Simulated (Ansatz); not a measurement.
## Geometry relaxation, with input and output: In (part 2 of 2)

The same run, continued: In (I4/mmm, 1 atom in the cell); DFT PBE, scalar-relativistic, plane waves, PAW, no spin polarisation (Ansatz 0.2.0); cutoff 420 eV, 18×18×18 k-mesh, Gaussian smearing of 0.1 eV. The structure derives from an entry of the Crystallography Open Database.

Geometry of the input (Å; fractional positions):
```
-1.6255  1.6255  2.4737
1.6255  -1.6255  2.4737
1.6255  1.6255  -2.4737
In 0.0000  0.0000  0.0000
```

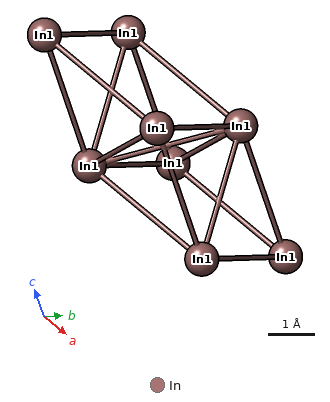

The geometry at step 3 of the log (ball-and-stick view of the cell of the calculation, seen at an oblique angle; atoms are numbered from 1 in the order of the input).

Log, continued:
```
relax step   6: F+E_penalty+E_count = -5597.84756348 eV  Δ(F+E_penalty+E_count) = -1.868e-3 eV  max|allowed force component| = 0.000e0 eV/Å  Δτ_max = 0.0000 Å  P = +0.127 GPa  Ω = 27.395 Å³  energy of the carried Pulay correction = -3.356e-4 eV  (5 SCF iters, dr2 threshold 3.58e-8 eV, accepted)
Crystal: 1 atoms, lattice volume = 27.552 Å³
iter 1 solved again at ethr=7.55e-7 eV; its pass at ethr=3.10e-3 eV (dr2=9.82e-5 eV) is discarded
SCF iter   1: F=—  HF=-5597.847015 eV  |F-HF|=—  |Δ(HF+E_count)|=         —  Δρ=6.55e-4  dr2=1.10e-4  ethr=7.55e-7  ⟨swp⟩=2.2  Hψ=48090  notcnv=0
preconditioner: auto → none  [metal: Δε(μ)=0.028 eV  Ē_g=19.432 eV  σ=0.100 eV  W_gap=0.16  n_scr=8 (ndim 8)  ℏωp=25.5 eV  f_vac=0.000  D(μ)=0.46/eV (n_scr^D=0)]
SCF iter   2: F=—  HF=-5597.847024 eV  |F-HF|=—  |Δ(HF+E_count)|=   9.45e-6  Δρ=3.28e-4  dr2=2.51e-5  ethr=7.55e-7  ⟨swp⟩=1.0  Hψ=5280  notcnv=0
SCF iter   3: F=—  HF=-5597.847031 eV  |F-HF|=—  |Δ(HF+E_count)|=   6.81e-6  Δρ=6.31e-5  dr2=8.47e-7  ethr=1.93e-7  ⟨swp⟩=2.0  Hψ=8059  notcnv=0
SCF iter   4: F=-5597.847031 eV  HF=-5597.847031 eV  |F-HF|=5.37e-9  |Δ(HF+E_count)|=   3.60e-7  Δρ=9.08e-6  dr2=1.23e-8  ethr=7.69e-10  ⟨swp⟩=9.1  Hψ=35818  notcnv=0
SCF 7 converged in 4 iterations: F = -5597.847031 eV  dr2 = 1.23e-8
  Residual-converged pass: ⟨swp⟩=1.0  Hψ=7202  notcnv=0  max |occ|·‖R‖ = 7.0e-9 eV (tolerance 1.0e-8 eV)  dr2=1.23e-8  dr2_onsite=9.71e-10  max |Δocc| = 3.0e-9
relax step   7: F+E_penalty+E_count = -5597.84703052 eV  Δ(F+E_penalty+E_count) = +5.330e-4 eV  max|allowed force component| = 0.000e0 eV/Å  Δτ_max = 0.0000 Å  P = -0.078 GPa  Ω = 27.552 Å³  energy of the carried Pulay correction = -3.735e-4 eV  (4 SCF iters, dr2 threshold 1.00e-7 eV, rejected (line search))
Crystal: 1 atoms, lattice volume = 27.480 Å³
iter 1 solved again at ethr=5.01e-7 eV; its pass at ethr=3.10e-3 eV (dr2=6.51e-5 eV) is discarded
SCF iter   1: F=—  HF=-5597.847703 eV  |F-HF|=—  |Δ(HF+E_count)|=         —  Δρ=5.24e-4  dr2=6.89e-5  ethr=5.01e-7  ⟨swp⟩=2.1  Hψ=48040  notcnv=0
preconditioner: auto → none  [metal: Δε(μ)=0.010 eV  Ē_g=19.444 eV  σ=0.100 eV  W_gap=0.05  n_scr=8 (ndim 8)  ℏωp=25.5 eV  f_vac=0.000  D(μ)=0.45/eV (n_scr^D=0)]
SCF iter   2: F=—  HF=-5597.847710 eV  |F-HF|=—  |Δ(HF+E_count)|=   6.97e-6  Δρ=2.61e-4  dr2=1.62e-5  ethr=5.01e-7  ⟨swp⟩=1.0  Hψ=5280  notcnv=0
SCF iter   3: F=—  HF=-5597.847714 eV  |F-HF|=—  |Δ(HF+E_count)|=   4.76e-6  Δρ=2.50e-5  dr2=1.20e-7  ethr=1.24e-7  ⟨swp⟩=1.8  Hψ=6190  notcnv=0
SCF iter   4: F=—  HF=-5597.847714 eV  |F-HF|=—  |Δ(HF+E_count)|=   1.63e-7  Δρ=7.12e-6  dr2=9.61e-9  ethr=9.21e-10  ⟨swp⟩=2.0  Hψ=8332  notcnv=0
SCF iter   5: F=—  HF=-5597.847714 eV  |F-HF|=—  |Δ(HF+E_count)|=  5.34e-10  Δρ=1.76e-6  dr2=5.62e-10  ethr=7.39e-11  ⟨swp⟩=2.4  Hψ=8481  notcnv=0
SCF iter   6: F=-5597.847714 eV  HF=-5597.847714 eV  |F-HF|=4.55e-12  |Δ(HF+E_count)|=  3.91e-11  Δρ=1.98e-7  dr2=6.60e-12  ethr=1.00e-12  ⟨swp⟩=4.3  Hψ=24515  notcnv=0
SCF 8 converged in 6 iterations: F = -5597.847714 eV  dr2 = 6.60e-12
relax step   8: F+E_penalty+E_count = -5597.84771424 eV  Δ(F+E_penalty+E_count) = -1.508e-4 eV  max|allowed force component| = 0.000e0 eV/Å  Δτ_max = 0.0000 Å  P = +0.014 GPa  Ω = 27.480 Å³  energy of the carried Pulay correction = -3.570e-4 eV  (6 SCF iters, accepted)
Crystal: 1 atoms, lattice volume = 27.495 Å³
iter 1 solved again at ethr=1.03e-7 eV; its pass at ethr=3.10e-3 eV (dr2=1.33e-5 eV) is discarded
SCF iter   1: F=—  HF=-5597.847753 eV  |F-HF|=—  |Δ(HF+E_count)|=         —  Δρ=1.05e-4  dr2=2.77e-6  ethr=1.03e-7  ⟨swp⟩=3.0  Hψ=45329  notcnv=0
preconditioner: auto → none  [metal: Δε(μ)=0.007 eV  Ē_g=19.442 eV  σ=0.100 eV  W_gap=0.04  n_scr=8 (ndim 8)  ℏωp=25.5 eV  f_vac=0.000  D(μ)=0.47/eV (n_scr^D=0)]
SCF iter   2: F=—  HF=-5597.847753 eV  |F-HF|=—  |Δ(HF+E_count)|=   4.65e-7  Δρ=5.26e-5  dr2=6.52e-7  ethr=2.13e-8  ⟨swp⟩=1.0  Hψ=5280  notcnv=0
SCF iter   3: F=-5597.847753 eV  HF=-5597.847753 eV  |F-HF|=6.68e-9  |Δ(HF+E_count)|=   1.94e-7  Δρ=6.62e-6  dr2=8.63e-9  ethr=1.17e-10  ⟨swp⟩=7.3  Hψ=36107  notcnv=0
SCF 9 converged in 3 iterations: F = -5597.847753 eV  dr2 = 8.63e-9
relax step   9: F+E_penalty+E_count = -5597.84775349 eV  Δ(F+E_penalty+E_count) = -3.924e-5 eV  max|allowed force component| = 0.000e0 eV/Å  Δτ_max = 0.0000 Å  P = -0.006 GPa  Ω = 27.495 Å³  energy of the carried Pulay correction = -3.604e-4 eV  (3 SCF iters, dr2 threshold 1.52e-8 eV, accepted)
Initial wavefunctions: pseudopotential atomic-orbital guess (no wavefunctions were taken with the density)
iter 1 solved again at ethr=5.47e-8 eV; its pass at ethr=3.10e-3 eV (dr2=7.12e-6 eV) is discarded
SCF iter   1: F=—  HF=-5597.848032 eV  |F-HF|=—  |Δ(HF+E_count)|=         —  Δρ=1.09e-4  dr2=5.66e-7  ethr=5.47e-8  ⟨swp⟩=3.6  Hψ=47047  notcnv=0
SCF iter   2: F=—  HF=-5597.848032 eV  |F-HF|=—  |Δ(HF+E_count)|=   1.45e-7  Δρ=5.02e-5  dr2=1.20e-7  ethr=4.35e-9  ⟨swp⟩=2.0  Hψ=7658  notcnv=0
SCF iter   3: F=—  HF=-5597.848032 eV  |F-HF|=—  |Δ(HF+E_count)|=   2.25e-7  Δρ=1.01e-5  dr2=5.88e-9  ethr=9.19e-10  ⟨swp⟩=2.9  Hψ=7991  notcnv=0
SCF iter   4: F=—  HF=-5597.848032 eV  |F-HF|=—  |Δ(HF+E_count)|=   9.38e-9  Δρ=1.37e-6  dr2=1.63e-10  ethr=4.52e-11  ⟨swp⟩=2.0  Hψ=8399  notcnv=0
SCF iter   5: F=-5597.848032 eV  HF=-5597.848032 eV  |F-HF|=1.82e-12  |Δ(HF+E_count)|=  2.81e-10  Δρ=6.18e-8  dr2=4.93e-13  ethr=1.00e-12  ⟨swp⟩=4.1  Hψ=23052  notcnv=0
SCF 10 converged in 5 iterations: F = -5597.848032 eV  dr2 = 4.93e-13
  greatest PAW one-centre occupation: 0.982 electrons in one spin orbital (limit 2), on the In atom at site 0 (counted from 0), in its partial waves of l = 2
relax step  10: F+E_penalty+E_count = -5597.84803218 eV  Δ(F+E_penalty+E_count) = -2.787e-4 eV  max|allowed force component| = 0.000e0 eV/Å  Δτ_max = 0.0000 Å  P = -0.019 GPa  Ω = 27.495 Å³  stress off target by 2.84e-2 GPa  SCF on the basis re-selected at this cell (its energy is not comparable with the rows above)  (5 SCF iters)
basis re-selected at this cell: Δ(F+E_penalty+E_count) = -2.787e-4 eV, ΔP = -0.013 GPa vs the last step (what re-selecting the basis moved, of the pressure what is left beyond the Pulay correction that the steps carried, after the strain that the cell walked since its last selection, with what the two solves' SCF thresholds leave and, on support functions, any second-order correction that the steps lacked; it is no measure of the basis error at this ecutwfc). This SCF's stress stands 2.84e-2 GPa from its target on what of the cell is left free (relax.cell.stress_tol is 5.00e-2 GPa) and its largest allowed force component is 0.00e0 eV/Å (relax.f_tol is 5.00e-3 eV/Å): within both
SCF converged after 5 iterations
Free energy (F): -5597.848032 eV
Harris-Foulkes:  -5597.848032 eV  (|F-HF|=1.82e-12)
Internal energy: -5597.845693 eV  (E = F + TS)
E sigma→0 (E₀):  -5597.846863 eV
Entropy (-TS):   -0.002339 eV (-2.339 meV/atom)
Fermi energy:    9.575379 eV
--- Per-component energies (eV) ---
  E_band       = -31.559111
  E_kinetic    = 240.829172
  E_local      = -1105.046674  (includes V_loc(G=0)·N_el)
  E_nonlocal   = 366.032286
  E_hartree    = 432.531405
  E_xc         = -215.810496
  E_vxc        = -99.706214  (∫ρ·V_xc dr)
  E_paw        = -4151.997651  (= ΣΔE_a)
  E_vpaw       = -298.730505  (= ΣTr[D̂ρ^β])
  E_aug_tail   = 0.000025  (compensation charges beyond the density's cutoff)
  E_ewald      = -1164.383760
  E_smearing   = -0.002339  (= −TS)
  E_closure    = -0.000000  (closes the sum)
  Σ components = -5597.848032   (vs F -5597.848032, Δ=0.00e0)
--- Forces (eV/Å), atoms counted from 1 ---
  atom   1  In     0.00000000    -0.00000000    -0.00000000
  max |Σ_I F_I| component: 1.05e-31 eV/Å
--- Stress (GPa, compression-positive) ---
       -0.028368      -0.000000      -0.000000
       -0.000000      -0.028368      -0.000000
        0.000000       0.000000      -0.000964
  P = ⅓ Tr σ = -0.0192 GPa (-0.192 kbar)
--- Band table (eV; the first three rows and the last of 480) ---
  k-point 0: bands = ["-5.0117", "-5.0117", "-5.0094", "-4.8631", "-4.8605", "0.3690", "19.7030", "19.7079", "19.7079", "20.9800", "23.1451"]
  k-point 1: bands = ["-5.0174", "-5.0027", "-5.0005", "-4.8683", "-4.8573", "0.4554", "19.1627", "19.1679", "19.3775", "20.5380", "23.7387"]
  k-point 2: bands = ["-5.0336", "-4.9764", "-4.9746", "-4.8856", "-4.8465", "0.7156", "18.1100", "18.1160", "18.5914", "19.7686", "22.7727"]
  k-point 479: bands = ["-5.1969", "-5.1140", "-4.7357", "-4.6897", "-4.6897", "7.4152", "7.5335", "13.4897", "13.4897", "16.6715", "16.9566"]
--- Relaxed structure (9 steps of the walk, 8 accepted, 1 SCFs on fresh bases) ---
  F+E_penalty+E_count = -5597.84803218 eV   max|allowed force component| = 0.000e0 eV/Å   (the final SCF, on the basis selected at the relaxed cell)
  cell:  # Å, volume = 27.4951 Å³
    - [-1.6950972354973595, 1.6950972354973595, 2.3922503914520514]
    - [1.6950972354973595, -1.6950972354973595, 2.3922503914520514]
    - [1.6950972354973595, 1.6950972354973595, -2.3922503914520514]
  atoms:
    - { symbol: In, position: [0.0, 0.0, 0.0] }
```

Trajectory as extended XYZ (Å, eV, eV/Å), 10 frames, from step=1 to step=10:
```
1
Lattice="-1.6255 1.6255 2.4737 1.6255 -1.6255 2.4737 1.6255 1.6255 -2.4737" Properties=species:S:1:pos:R:3:forces:R:3 step=1 energy=-5597.83755 pressure_GPa=2.00
In    0.0000    0.0000    0.0000    0.0000   0.0000   0.0000
1
Lattice="-1.6488 1.6488 2.5104 1.6488 -1.6488 2.5104 1.6488 1.6488 -2.5104" Properties=species:S:1:pos:R:3:forces:R:3 step=2 energy=-5597.84524 pressure_GPa=0.29
In    0.0000    0.0000    0.0000    0.0000   0.0000   0.0000
1
Lattice="-1.6538 1.6538 2.5139 1.6538 -1.6538 2.5139 1.6538 1.6538 -2.5139" Properties=species:S:1:pos:R:3:forces:R:3 step=3 energy=-5597.84541 pressure_GPa=0.03
In    0.0000    0.0000    0.0000    0.0000   0.0000   0.0000
1
Lattice="-1.6558 1.6558 2.5116 1.6558 -1.6558 2.5116 1.6558 1.6558 -2.5116" Properties=species:S:1:pos:R:3:forces:R:3 step=4 energy=-5597.84543 pressure_GPa=-0.02
In    0.0000    0.0000    0.0000    0.0000   0.0000   0.0000
1
Lattice="-1.6634 1.6634 2.4873 1.6634 -1.6634 2.4873 1.6634 1.6634 -2.4873" Properties=species:S:1:pos:R:3:forces:R:3 step=5 energy=-5597.84570 pressure_GPa=-0.00
In    0.0000    0.0000    0.0000    0.0000   0.0000   0.0000
1
Lattice="-1.7011 1.7011 2.3667 1.7011 -1.7011 2.3667 1.7011 1.7011 -2.3667" Properties=species:S:1:pos:R:3:forces:R:3 step=6 energy=-5597.84756 pressure_GPa=0.13
In    0.0000    0.0000    0.0000    0.0000   0.0000   0.0000
1
Lattice="-1.6815 1.6815 2.4360 1.6815 -1.6815 2.4360 1.6815 1.6815 -2.4360" Properties=species:S:1:pos:R:3:forces:R:3 step=7 energy=-5597.84703 pressure_GPa=-0.08 accepted=F
In    0.0000    0.0000    0.0000    0.0000   0.0000   0.0000
1
Lattice="-1.6985 1.6985 2.3815 1.6985 -1.6985 2.3815 1.6985 1.6985 -2.3815" Properties=species:S:1:pos:R:3:forces:R:3 step=8 energy=-5597.84771 pressure_GPa=0.01
In    0.0000    0.0000    0.0000    0.0000   0.0000   0.0000
1
Lattice="-1.6951 1.6951 2.3923 1.6951 -1.6951 2.3923 1.6951 1.6951 -2.3923" Properties=species:S:1:pos:R:3:forces:R:3 step=9 energy=-5597.84775 pressure_GPa=-0.01
In    0.0000    0.0000    0.0000    0.0000   0.0000   0.0000
1
Lattice="-1.6951 1.6951 2.3923 1.6951 -1.6951 2.3923 1.6951 1.6951 -2.3923" Properties=species:S:1:pos:R:3:forces:R:3 step=10 energy=-5597.84803 pressure_GPa=-0.02
In    0.0000    0.0000    0.0000    0.0000   0.0000   0.0000
```

Key numbers:

| quantity | value |
| --- | --- |
| outcome | converged |
| space group (tolerance 0.01 Å) | I4/mmm (139) |
| electrons treated | 13 |
| free energy | −5597.8480 eV |
| Fermi energy | 9.575 eV |
| gap on the k-point mesh | none (metallic) |
| pressure | −0.02 GPa |
| final volume | 27.50 Å³ |
| largest force (length of the vector) at the end | under 0.001 eV/Å |
| final cell | a = 3.387 Å, b = 3.387 Å, c = 3.387 Å, α = 119.93°, β = 119.93°, γ = 90.12° |
| hardware | 1 thread of an Arm (aarch64) CPU, shared host |
| wall time | 97 s |
| peak memory | 0.43 GiB |
